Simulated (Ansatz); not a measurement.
## Run report: MoS$_{2}$, geometry relaxation (part 1 of 2)

The run: geometry relaxation of MoS$_{2}$ (3 atoms in the cell). Method and program: DFT PBEsol, scalar-relativistic, plane waves, PAW, no spin polarisation (Ansatz 0.2.0).

The structure derives from an entry of the Crystallography Open Database. Figures and captions count atoms from 1; the log counts them from 0 in places.

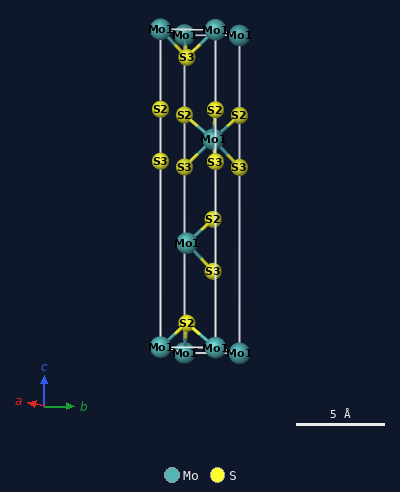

Figure 1. The starting structure (ball-and-stick view of the cell 3 times as large as that of the calculation, set on its symmetry axes, seen at an oblique angle; atoms are numbered from 1 in the order of the input). An atom can appear more than once, as a periodic image.

Key numbers:

| quantity | value |
| --- | --- |
| outcome | converged |
| space group (tolerance 0.01 Å) | R3m (160) |
| electrons treated | 26 |
| free energy | −6670.1674 eV |
| Fermi energy | 11.326 eV |
| gap on the k-point mesh | 0.96 eV |
| pressure | 0.02 GPa |
| final volume | 53.28 Å³ |
| largest force (length of the vector) at the end | 0.010 eV/Å |
| final cell | a = 6.486 Å, b = 6.486 Å, c = 6.486 Å, α = 28.05°, β = 28.05°, γ = 28.05° |
| hardware | 2 threads of Intel Xeon (Sapphire Rapids), 192 GiB of memory available, shared host |
| wall time | 6.8 s (CPU time 13 s) |
| peak memory | 0.4 GiB |

The input:
```yaml
crystal:
  lattice:
    - [1.5815003568, 0.9130796567, 6.12333]
    - [-1.5815003568, 0.9130796567, 6.12333]
    - [0.0, -1.8261593134, 6.12333]
  atoms:
    - { symbol: Mo, position: [0.0, 0.0, 0.0] }
    - { symbol: S, position: [0.7484, 0.7484, 0.7484] }
    - { symbol: S, position: [0.5849, 0.5849, 0.5849] }
basis:
  ecutwfc: 420
kpoints:
  mp_grid: { grid: [6, 6, 6] }
hamiltonian:
  xc: pbesol
scf:
  occupations: { method: gaussian, width: 0.1 }
output:
  forces: true
  stress: true
  eigenvalues: true
relax:
  adjacent_minimum: "off"
  f_tol: 0.05
  max_steps: 80
  cell: { stress_tol: 0.5 }
```

Run as:
```bash
ansatz run input.yaml --threads 2 --pin off --max-ram 5120MiB --backend cpu --events-out ev --progress --plain --runs-dir out
```

Output:
```
basis.fft_grid_basis auto: the FFT boxes are laid along the combinations [[1, 0, -1], [0, 1, -1], [0, 0, 1]] of the cell's own vectors, 3.163, 3.163 and 6.390 Å long. The dense box has 24×24×45 points. Along the cell's own vectors, as sized, it would have 45×45×45, 3.52 times as many. Of the 6 symmetry operations that the crystal satisfies within crystal.symmetry.tolerance (time reversal apart; of a slab, those that keep its plane) the dense box along the cell's own vectors carries 6, and the one as laid loses 4 of those. basis.fft_grid_basis: typed keeps the cell's own vectors: state it where this run's energies or levels are differenced outside the engine with another run's, or held beside a run that keeps those vectors.
Engine: ansatz 0.2.0, x86_64-unknown-linux-gnu
Pseudopotentials: kind: paw
Pseudopotential: Mo, paw, valence charge 14, recommended cutoff 420 eV (normal), Mo.paw.azcp
Pseudopotential: S, paw, valence charge 6, recommended cutoff 420 eV (normal), S.paw.azcp
Functional definition: PBEsol
  exchange = pbesol_x
  correlation = pbesol_c
Crystal: 3 atoms, lattice volume = 53.054 Å³
Basis set: ecut = 420 eV, 1011 PW (Γ), FFT grids on a1−a3, a2−a3, a3, exchange–correlation on 48×48×90 points (8 copies of the dense FFT grid, shifted against one another)
Bands: 17, of which v1, the nominal top of the filled ones, is band 13 counted from 1 (12 counted from 0)
Symmetry: 6 space group operations
Space group: R3m (ITA 160), of the structure as read, at distance tolerance 3.8e-5 Å
k-points: 32 of 216 (time reversal used)
Non-local potential: Mo, projectors of the file, l = 0: 3, l = 1: 2, l = 2: 2, l = 3: 1
Non-local potential: S, projectors of the file, l = 0: 2, l = 1: 2, l = 2: 2
PAW form: soft (Blöchl's): semilocal exchange-correlation on the pseudo side does not see the compensation charge
PAW frozen core: Mo, regenerated for the run's functional, and the local potential with it (the file was generated under x = pbe(κ = 0.804, μ = 0.2195149727645171), c = pbe(β = 0.06672455060314922))
PAW frozen core: S, regenerated for the run's functional, and the local potential with it (the file was generated under x = pbe(κ = 0.804, μ = 0.2195149727645171), c = pbe(β = 0.06672455060314922))
PAW one-centre angular grid: Mo, 590 points (default); XC on 64 Gauss nodes
PAW one-centre angular grid: S, 110 points (default); XC on 64 Gauss nodes
Initial density: superposition of atomic densities (neutral atoms: chi_scale 0, normalization atom), corrected by the library's trained network
Initial wavefunctions: pseudopotential atomic-orbital guess
Functional: x = pbesol(κ = 0.804, μ = 0.12345679012345678), c = pbesol(β = 0.046)
SCF iter   1: F=—  HF=-6670.111632 eV  |F-HF|=—  |Δ(HF+E_count)|=         —  Δρ=6.79e-3  dr2=1.68e-2  ethr=1.77e-3  ⟨swp⟩=5.7  Hψ=2910  notcnv=0
preconditioner: auto → none  [insulator: Δε(μ)=0.599 eV  Ē_g=8.363 eV  σ=0.100 eV  W_gap=1.00  n_scr=16 (ndim 8)  ℏωp=21.6 eV  f_vac=0.020  D(μ)=0.00/eV (n_scr^D=0)  ε∞_Penn≈7.7]
SCF iter   2: F=—  HF=-6670.116339 eV  |F-HF|=—  |Δ(HF+E_count)|=   4.71e-3  Δρ=5.18e-3  dr2=2.84e-2  ethr=6.47e-5  ⟨swp⟩=2.2  Hψ=1068  notcnv=0
SCF iter   3: F=—  HF=-6670.114372 eV  |F-HF|=—  |Δ(HF+E_count)|=   1.97e-3  Δρ=3.32e-3  dr2=1.09e-2  ethr=6.47e-5  ⟨swp⟩=2.0  Hψ=798  notcnv=0
SCF iter   4: F=—  HF=-6670.113668 eV  |F-HF|=—  |Δ(HF+E_count)|=   7.04e-4  Δρ=1.52e-3  dr2=1.48e-3  ethr=4.20e-5  ⟨swp⟩=1.0  Hψ=544  notcnv=0
SCF iter   5: F=—  HF=-6670.113702 eV  |F-HF|=—  |Δ(HF+E_count)|=   3.39e-5  Δρ=4.14e-4  dr2=1.09e-4  ethr=5.70e-6  ⟨swp⟩=2.0  Hψ=610  notcnv=0
SCF iter   6: F=—  HF=-6670.113713 eV  |F-HF|=—  |Δ(HF+E_count)|=   1.11e-5  Δρ=1.16e-4  dr2=1.05e-5  ethr=4.19e-7  ⟨swp⟩=2.1  Hψ=759  notcnv=0
SCF iter   7: F=—  HF=-6670.113731 eV  |F-HF|=—  |Δ(HF+E_count)|=   1.84e-5  Δρ=3.19e-5  dr2=3.28e-7  ethr=4.04e-8  ⟨swp⟩=2.3  Hψ=755  notcnv=0
SCF iter   8: F=-6670.113731 eV  HF=-6670.113731 eV  |F-HF|=9.16e-9  |Δ(HF+E_count)|=   2.36e-7  Δρ=5.28e-6  dr2=8.22e-9  ethr=3.85e-10  ⟨swp⟩=6.2  Hψ=2603  notcnv=0
SCF 1 converged in 8 iterations: F = -6670.113731 eV  dr2 = 8.22e-9
  greatest PAW one-centre occupation: 0.999 electrons in one spin orbital (limit 2), on the Mo atom at site 0 (counted from 0), in its partial waves of l = 0
relax step   1: F+E_penalty+E_count = -6670.11373150 eV  Δ(F+E_penalty+E_count) = +0.000e0 eV  max|allowed force component| = 1.022e0 eV/Å  Δτ_max = 0.0000 Å  P = +4.236 GPa  Ω = 53.054 Å³  (8 SCF iters, dr2 threshold 1.00e-7 eV, accepted)
Crystal: 3 atoms, lattice volume = 50.572 Å³
Basis set: ecut = 420 eV, 969 PW (Γ), FFT grids on a1−a3, a2−a3, a3, exchange–correlation on 48×48×90 points (8 copies of the dense FFT grid, shifted against one another)
Initial density: handed on by an earlier stage of this run
Initial wavefunctions: those handed on with the density
iter 1 solved again at ethr=2.56e-4 eV; its pass at ethr=3.10e-3 eV (dr2=6.66e-2 eV) is discarded
SCF iter   1: F=—  HF=-6670.119488 eV  |F-HF|=—  |Δ(HF+E_count)|=         —  Δρ=8.16e-3  dr2=6.81e-2  ethr=2.56e-4  ⟨swp⟩=1.0  Hψ=3325  notcnv=0
preconditioner: auto → none  [insulator: Δε(μ)=0.852 eV  Ē_g=8.284 eV  σ=0.100 eV  W_gap=1.00  n_scr=10 (ndim 8)  ℏωp=22.2 eV  f_vac=0.004  D(μ)=0.00/eV (n_scr^D=0)  ε∞_Penn≈8.2]
SCF iter   2: F=—  HF=-6670.103865 eV  |F-HF|=—  |Δ(HF+E_count)|=   1.56e-2  Δρ=3.49e-3  dr2=6.54e-3  ethr=2.56e-4  ⟨swp⟩=2.0  Hψ=896  notcnv=0
SCF iter   3: F=—  HF=-6670.102352 eV  |F-HF|=—  |Δ(HF+E_count)|=   1.51e-3  Δρ=1.76e-3  dr2=7.14e-4  ethr=2.52e-5  ⟨swp⟩=2.0  Hψ=767  notcnv=0
SCF iter   4: F=—  HF=-6670.102244 eV  |F-HF|=—  |Δ(HF+E_count)|=   1.09e-4  Δρ=3.91e-4  dr2=4.96e-5  ethr=2.74e-6  ⟨swp⟩=2.2  Hψ=835  notcnv=0
SCF iter   5: F=—  HF=-6670.102254 eV  |F-HF|=—  |Δ(HF+E_count)|=   1.06e-5  Δρ=4.72e-5  dr2=1.21e-6  ethr=1.91e-7  ⟨swp⟩=1.1  Hψ=548  notcnv=0
SCF iter   6: F=-6670.102254 eV  HF=-6670.102254 eV  |F-HF|=1.31e-8  |Δ(HF+E_count)|=   1.18e-7  Δρ=8.15e-6  dr2=2.68e-8  ethr=1.15e-9  ⟨swp⟩=6.2  Hψ=2653  notcnv=0
SCF 2 converged in 6 iterations: F = -6670.102254 eV  dr2 = 2.68e-8
relax step   2: F+E_penalty+E_count = -6670.10225417 eV  Δ(F+E_penalty+E_count) = +1.148e-2 eV  max|allowed force component| = 6.599e-1 eV/Å  Δτ_max = 0.1024 Å  P = +1.031 GPa  Ω = 50.572 Å³  energy of the carried Pulay correction = +2.119e-4 eV  (6 SCF iters, dr2 threshold 3.00e-7 eV, rejected (line search))
Crystal: 3 atoms, lattice volume = 53.230 Å³
Basis set: ecut = 420 eV, 1023 PW (Γ), FFT grids on a1−a3, a2−a3, a3, exchange–correlation on 48×48×90 points (8 copies of the dense FFT grid, shifted against one another)
iter 1 solved again at ethr=1.44e-4 eV; its pass at ethr=3.10e-3 eV (dr2=3.76e-2 eV) is discarded
SCF iter   1: F=—  HF=-6670.175885 eV  |F-HF|=—  |Δ(HF+E_count)|=         —  Δρ=5.62e-3  dr2=3.77e-2  ethr=1.44e-4  ⟨swp⟩=1.0  Hψ=3504  notcnv=0
preconditioner: auto → none  [insulator: Δε(μ)=0.963 eV  Ē_g=8.211 eV  σ=0.100 eV  W_gap=1.00  n_scr=16 (ndim 8)  ℏωp=21.6 eV  f_vac=0.018  D(μ)=0.00/eV (n_scr^D=0)  ε∞_Penn≈7.9]
SCF iter   2: F=—  HF=-6670.179374 eV  |F-HF|=—  |Δ(HF+E_count)|=   3.49e-3  Δρ=7.19e-3  dr2=9.23e-2  ethr=1.44e-4  ⟨swp⟩=2.0  Hψ=896  notcnv=0  recentre
SCF iter   3: F=—  HF=-6670.168807 eV  |F-HF|=—  |Δ(HF+E_count)|=   1.06e-2  Δρ=3.23e-3  dr2=1.29e-2  ethr=1.44e-4  ⟨swp⟩=2.0  Hψ=899  notcnv=0
SCF iter   4: F=—  HF=-6670.166592 eV  |F-HF|=—  |Δ(HF+E_count)|=   2.21e-3  Δρ=1.17e-3  dr2=3.53e-4  ethr=4.95e-5  ⟨swp⟩=1.3  Hψ=782  notcnv=0
SCF iter   5: F=—  HF=-6670.166564 eV  |F-HF|=—  |Δ(HF+E_count)|=   2.78e-5  Δρ=1.50e-4  dr2=1.35e-5  ethr=1.36e-6  ⟨swp⟩=2.5  Hψ=958  notcnv=0
SCF iter   6: F=—  HF=-6670.166554 eV  |F-HF|=—  |Δ(HF+E_count)|=   1.00e-5  Δρ=6.54e-5  dr2=6.53e-6  ethr=5.21e-8  ⟨swp⟩=2.0  Hψ=769  notcnv=0
SCF iter   7: F=—  HF=-6670.166553 eV  |F-HF|=—  |Δ(HF+E_count)|=   1.49e-6  Δρ=3.50e-5  dr2=1.92e-6  ethr=2.51e-8  ⟨swp⟩=2.0  Hψ=779  notcnv=0
SCF iter   8: F=—  HF=-6670.166553 eV  |F-HF|=—  |Δ(HF+E_count)|=   7.86e-7  Δρ=1.23e-5  dr2=2.15e-7  ethr=7.38e-9  ⟨swp⟩=1.1  Hψ=547  notcnv=0
SCF iter   9: F=—  HF=-6670.166553 eV  |F-HF|=—  |Δ(HF+E_count)|=   2.64e-8  Δρ=2.39e-6  dr2=3.83e-9  ethr=8.28e-10  ⟨swp⟩=2.5  Hψ=716  notcnv=0
SCF iter  10: F=-6670.166553 eV  HF=-6670.166553 eV  |F-HF|=1.91e-10  |Δ(HF+E_count)|=  2.26e-10  Δρ=7.38e-7  dr2=3.41e-10  ethr=1.15e-11  ⟨swp⟩=4.9  Hψ=1861  notcnv=0
SCF 3 converged in 10 iterations: F = -6670.166553 eV  dr2 = 3.41e-10
relax step   3: F+E_penalty+E_count = -6670.16655340 eV  Δ(F+E_penalty+E_count) = -5.282e-2 eV  max|allowed force component| = 7.520e-2 eV/Å  Δτ_max = 0.0389 Å  P = -0.605 GPa  Ω = 53.230 Å³  energy of the carried Pulay correction = -1.466e-5 eV  (10 SCF iters, accepted)
Crystal: 3 atoms, lattice volume = 53.279 Å³
Basis set: ecut = 420 eV, 1029 PW (Γ), FFT grids on a1−a3, a2−a3, a3, exchange–correlation on 48×48×90 points (8 copies of the dense FFT grid, shifted against one another)
iter 1 solved again at ethr=2.41e-6 eV; its pass at ethr=3.10e-3 eV (dr2=6.27e-4 eV) is discarded
SCF iter   1: F=—  HF=-6670.167455 eV  |F-HF|=—  |Δ(HF+E_count)|=         —  Δρ=8.26e-4  dr2=6.02e-4  ethr=2.41e-6  ⟨swp⟩=2.5  Hψ=3190  notcnv=0
preconditioner: auto → none  [insulator: Δε(μ)=0.962 eV  Ē_g=8.231 eV  σ=0.100 eV  W_gap=1.00  n_scr=16 (ndim 8)  ℏωp=21.6 eV  f_vac=0.016  D(μ)=0.00/eV (n_scr^D=0)  ε∞_Penn≈7.9]
SCF iter   2: F=—  HF=-6670.167713 eV  |F-HF|=—  |Δ(HF+E_count)|=   2.58e-4  Δρ=1.23e-3  dr2=2.52e-3  ethr=2.32e-6  ⟨swp⟩=2.0  Hψ=832  notcnv=0  recentre
SCF iter   3: F=—  HF=-6670.167372 eV  |F-HF|=—  |Δ(HF+E_count)|=   3.41e-4  Δρ=4.24e-4  dr2=1.03e-4  ethr=2.32e-6  ⟨swp⟩=2.0  Hψ=762  notcnv=0
SCF iter   4: F=—  HF=-6670.167352 eV  |F-HF|=—  |Δ(HF+E_count)|=   1.95e-5  Δρ=5.44e-5  dr2=8.67e-7  ethr=3.95e-7  ⟨swp⟩=2.2  Hψ=835  notcnv=0
SCF iter   5: F=—  HF=-6670.167352 eV  |F-HF|=—  |Δ(HF+E_count)|=   2.30e-7  Δρ=2.58e-5  dr2=1.17e-6  ethr=1.15e-9  ⟨swp⟩=6.1  Hψ=2641  notcnv=0
SCF iter   6: F=-6670.167352 eV  HF=-6670.167352 eV  |F-HF|=1.59e-7  |Δ(HF+E_count)|=   1.76e-7  Δρ=1.05e-5  dr2=1.82e-7  ethr=1.15e-9  ⟨swp⟩=3.0  Hψ=2152  notcnv=0
SCF 4 converged in 6 iterations: F = -6670.167352 eV  dr2 = 1.82e-7
```
